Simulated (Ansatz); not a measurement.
Input

```
crystal:
  lattice:
    - [3.87630506, 0.0, 0.0]
    - [0.0, 3.87630506, 0.0]
    - [0.0, 0.0, 3.87630506]
  atoms:
    - { symbol: Al, position: [0.0, 0.5, 0.5] }
    - { symbol: Al, position: [0.5, 0.0, 0.5] }
    - { symbol: Al, position: [0.5, 0.5, 0.0] }
    - { symbol: H, position: [0.0, 0.0, 0.0] }
basis:
  ecutwfc: 420
kpoints:
  mp_grid: { grid: [12, 12, 12] }
hamiltonian:
  xc: pbe
scf:
  occupations: { method: gaussian, width: 0.1 }
output:
  forces: true
  stress: true
  eigenvalues: true
  write_density: true
  write_potential: true
  elf: true
  volumetric_format: npy
relax:
  adjacent_minimum: "off"
  f_tol: 0.01
  max_steps: 80
  cell: { stress_tol: 0.05 }
```

Command:

```sh
ansatz run input.yaml --threads 1 --pin off --max-ram 2560MiB --backend cpu --events-out ev --progress --plain --runs-dir out
```

Below, planes, directions and counts refer to the conventional cell (a = 3.90 Å, b = 3.90 Å, c = 3.90 Å, α = 90.00°, β = 90.00°, γ = 90.00°).

The fields are those of the run's last geometry, not of the input's.

Space group Pm-3m; a structure generated by program, which may or may not match a known phase.

Method: Ansatz, DFT PBE, scalar-relativistic, plane waves, PAW.

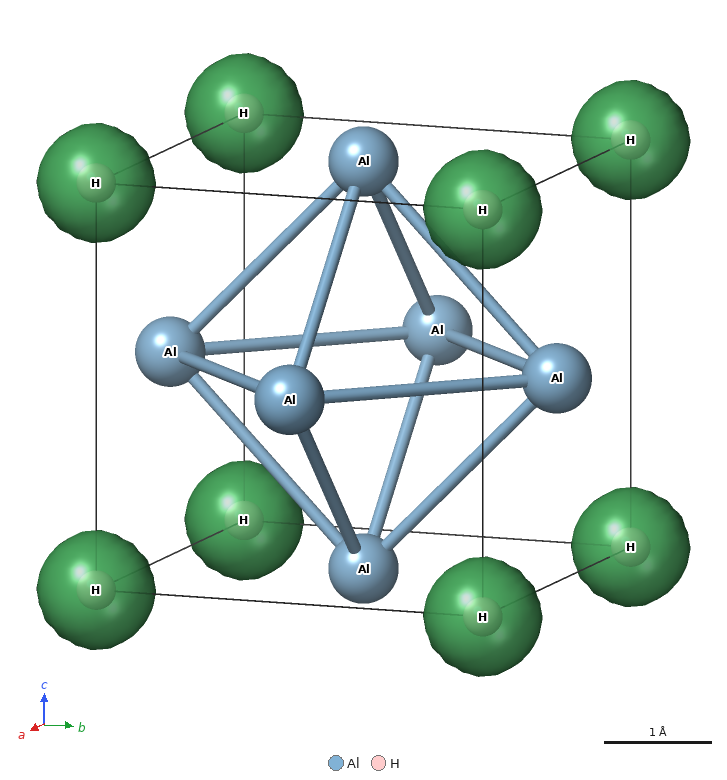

Al3H. Isosurface of the electron localisation function at 0.9 (green), seen slightly off an axis. Core shells and regions of very low density are left out. Sticks mark near contacts.

Question: Describe the localisation domains.

Answer: The ELF exceeds this value in one region around a hydrogen nucleus, counted in one cell of 4 atoms. Any copies at cell faces, edges or corners count once.

Values along the shortest contacts:
Al–Al (2.76 Å): the ELF peaks at about 0.75 between the atoms. Al–H (2.76 Å): the ELF climbs to about 1 towards the hydrogen.

Question: Does the calculation give a band gap?

Answer: It is gapless in this calculation (a metal or semimetal).
